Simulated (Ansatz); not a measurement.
# Twisted blue phosphorene bilayer, 87.80° (52 atoms): taking the cell apart: runs compared

How much energy holds the two parts of twisted blue phosphorene bilayer, 87.80° (52 atoms) together, how does it fall off with distance, and how much does it hang on the functional?

Computed with Ansatz 0.2.0: Kohn-Sham DFT, PBE+D3(BJ), PAW (set soft_2), plane waves.

### Step 1. The cell as built

The cell holds 52 atoms: 52 P. Its edges and angles: a = 11.826 Å, b = 11.826 Å, c = 17.960 Å, α = 90.0°, β = 90.0°, γ = 120.0°. It derives from P (blue phosphorene). Blue phosphorene (a = 3.28 Å) under blue phosphorene (a = 3.28 Å), bilayer, commensurate cell of 13 unit cells a layer, twist 87.80 deg; facing planes 3.48 Å apart; 12 Å of vacuum; layers as built, displaced by a Gaussian of 0.01 Å. Regions: layer 1, 26 atoms (26 P); layer 2, 26 atoms (26 P). Vacuum lies along c.

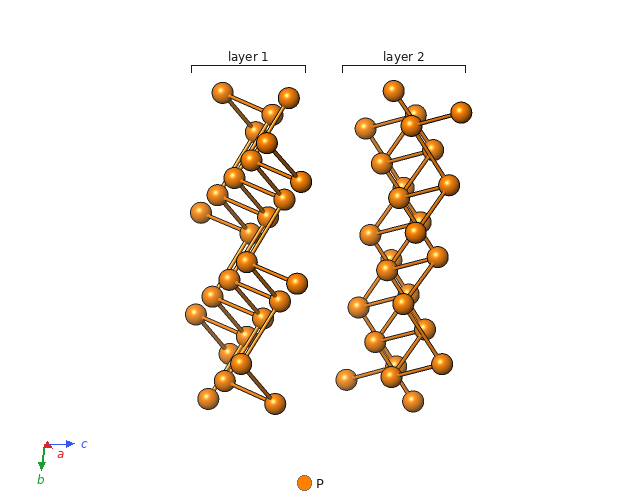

The cell as built.

### Step 2. The reference run

The reference is a single point at the end of the relaxation.

The parts (lower: layer 1 and upper: layer 2) keep their atoms where they stand in it, and shifted cells move the upper part rigidly.

Its input, with most atom lines left out:

```yaml
crystal:
  lattice:
    - [11.8262, 0.0, 0.0]
    - [-5.9131, 10.24179, 0.0]
    - [0.0, 0.0, 17.96]
  atoms:
    - { symbol: P, position: [0.12924, 0.17929, 0.40163] }
    - { symbol: P, position: [0.18007, 0.05085, 0.33266] }
    - { symbol: P, position: [0.20361, 0.48704, 0.40207] }
    - { symbol: P, position: [0.25757, 0.36012, 0.33367] }
    - { symbol: P, position: [0.28427, 0.79733, 0.40206] }
    - { symbol: P, position: [0.33386, 0.66697, 0.33371] }
    - { symbol: P, position: [0.35911, 0.1024, 0.40218] }
    [... atom lines 8 to 52 left out ...]
kpoints:
  mp_grid: { grid: [3, 3, 1] }
hamiltonian:
  xc: pbe
  dispersion: d3bj
scf:
  occupations: { method: fixed }
output:
  forces: true
  populations: true
  dos:
    method: { smearing: { sigma: 0.08 } }
    de: 0.1
    projected:
      site_lists:
        P: [P]
        layer_1: [0, 1, 2, 3, 4, 5, 6, 7, 8, 9, 10, 11, 12, 13, 14, 15, 16, 17, 18, 19, 20, 21, 22, 23, 24, 25]
        layer_2: [26, 27, 28, 29, 30, 31, 32, 33, 34, 35, 36, 37, 38, 39, 40, 41, 42, 43, 44, 45, 46, 47, 48, 49, 50, 51]
  eigenvalues: true
  write_density: true
  write_potential: true
  volumetric_format: npy
  elf: true
```

| Quantity | Value |
| --- | --- |
| free energy per atom | -755.9072 eV/atom |
| r.m.s. force component | 0.00323 eV/Å |

Filled and empty levels are parted by 1.42 eV (on the run's k-points); a semilocal functional tends to put such gaps too low.

### Step 3. The runs

Each row is one run, on 4 threads of Arm Neoverse V1, shared host. The free energy is the program's total, comparable only between runs with the same functional, potentials and atoms, or as a whole against its parts.

```csv
run,atoms,outcome,"ionic steps, all passes",free energy (eV),time,host memory (GiB)
Single point at the start,52,converged,-,-39307.090,55 s,5.9
Relaxation,52,converged,3,-39307.176,2.2 min,5.9
Single point at the relaxed geometry,52,converged,-,-39307.176,2.5 min,6.9
The lower part alone,26,converged,-,-19652.677,55 s,3.9
The upper part alone,26,converged,-,-19652.677,59 s,3.9
Upper part moved by +0.3 Å,52,converged,-,-39307.056,69 s,6.5
Upper part moved by -0.3 Å,52,converged,-,-39307.023,70 s,6.5
Upper part moved by +0.8 Å,52,converged,-,-39306.674,74 s,6.5
Upper part moved by +1.6 Å,52,converged,-,-39306.154,73 s,6.5
Upper part moved by +3 Å,52,converged,-,-39305.741,73 s,6.5
"Whole cell, LDA",52,converged,-,-37744.276,56 s,5.7
"Lower part, LDA",26,converged,-,-18871.736,35 s,3.4
"Upper part, LDA",26,converged,-,-18871.736,34 s,3.4
"Whole cell, r2SCAN+rVV10",52,converged,-,-39445.671,4.8 min,10
"Lower part, r2SCAN+rVV10",26,converged,-,-19722.200,3.6 min,8.8
"Upper part, r2SCAN+rVV10",26,converged,-,-19722.200,3.7 min,8.8
```

In some runs the program notes that the exchange-correlation potential is rough where the density is thin.

### Step 4. Interaction energy

Whole cell less its two parts, each frozen at the geometry of the whole and solved in the same cell with the same functional, so that energy zeros cancel. The upper part is 'layer 2' and the lower part 'layer 1'. The nearest atoms of the two parts stand 3.57 Å apart. The face is 121.1 Å².

| functional | interaction energy (eV) | of it, the added dispersion term (eV) | per area (meV/Å²) | per area (J/m²) | per atom of the upper part (meV) |
| --- | --- | --- | --- | --- | --- |
| PBE+D3(BJ) | -1.822 | -2.369 | -15.0 | -0.24 | -70.1 |
| LDA | -0.804 | - | -6.6 | -0.11 | -30.9 |
| r2SCAN+rVV10 | -1.270 | - | -10.5 | -0.17 | -48.9 |

### Step 5. Energy against separation

The upper part is moved rigidly along the normal from its place in the reference.

| shift (Å) | energy change (eV) | per area (meV/Å²) | share of the binding lost (%) | gap (eV) |
| --- | --- | --- | --- | --- |
| -0.3 | 0.152 | 1.26 | - | 1.19 |
| +0.0 | 0.000 | 0.00 | - | 1.42 |
| +0.3 | 0.120 | 0.99 | 7 | 1.56 |
| +0.8 | 0.502 | 4.14 | 28 | 1.72 |
| +1.6 | 1.022 | 8.44 | 56 | 1.83 |
| +3.0 | 1.434 | 11.84 | 79 | 1.88 |

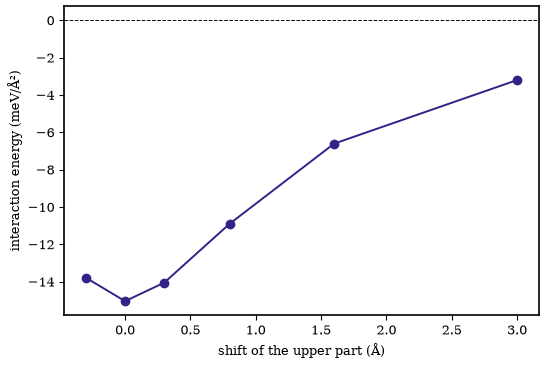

Interaction energy against the shift of the upper part; zero is the parts apart.

### Step 6. Levels of whole and parts

| cell | gap (eV) | vacuum level at the upper face, over the highest filled level, or over E_F where no gap is given (eV) | moment (μB) |
| --- | --- | --- | --- |
| whole | 1.42 | 5.69 | no spin |
| lower part | 1.89 | 6.14 | no spin |
| upper part | 1.89 | 6.14 | no spin |

### Step 7. What came out

The parts bind with 15.0 meV/Å² (1.82 eV for the cell) at the level PBE+D3(BJ), the size of van der Waals binding between sheets. The added dispersion term contributes -2.369 eV, the functional itself 0.547 eV. At this one geometry the functionals range from -15.0 (PBE+D3(BJ)) to -6.6 meV/Å² (LDA). The curvature over ±0.3 Å is 0.40×10²⁰ N/m³. At +3.0 Å, 79 % of the binding is lost; the shift also narrows the vacuum to the periodic image. On the run's k-points the gap of the whole, 1.42 eV, lies 0.47 eV under the smaller of the parts'.

**Limits.** The functionals run at their own default cutoffs. The parts are frozen, so the energy of their deformation isn't counted. No correction is made for dipoles across the vacuum, and the parts also feel their periodic images through it.

The DFT runs together took 28 min of wall time.

[Logs are printed without paths, hosts, clocks, repeated set-up lines and the standing remarks that a program may print on its own settings, such as how far it seeks lower states.]

[Hosts, paths, dates, database ids (printed as entryN), source tags and the programs' standing remarks are cut or masked in the printed files.]
